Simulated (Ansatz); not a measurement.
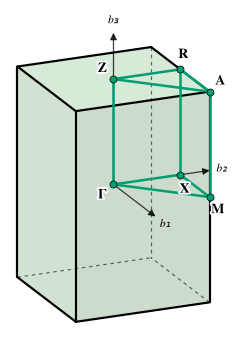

For MgF2, coordinates from a relaxation (final pressure about 11 GPa) with Ansatz, DFT, PAW plane waves, pbe, spin-orbit: the first Brillouin zone and its special points. Geometry calculated from the standardised cell; symmetry tolerance 0.002 Å.

Space group No. 136, P4₂/mnm; a = 4.560 Å, b = 4.560 Å, c = 2.976 Å, α = 90.00°, β = 90.00°, γ = 90.00°.

Labels and path follow the convention of Hinuma et al. (2017), as computed by seekpath; the arrows show the directions of the reciprocal primitive vectors b₁, b₂, b₃, in which coordinates are given; lengths include the factor 2π.

> List the special points with their coordinates and distances from Γ.

| point | k₁ | k₂ | k₃ | length of k (1/Å) |
| --- | --- | --- | --- | --- |
| Γ | 0 | 0 | 0 | 0.000 |
| Z | 0 | 0 | 1/2 | 1.056 |
| M | 1/2 | 1/2 | 0 | 0.974 |
| A | 1/2 | 1/2 | 1/2 | 1.437 |
| R | 0 | 1/2 | 1/2 | 1.261 |
| X | 0 | 1/2 | 0 | 0.689 |

> What is the zone's volume?

(2π)³ over the primitive cell's volume of 61.86 Å³: 4.01 Å⁻³.
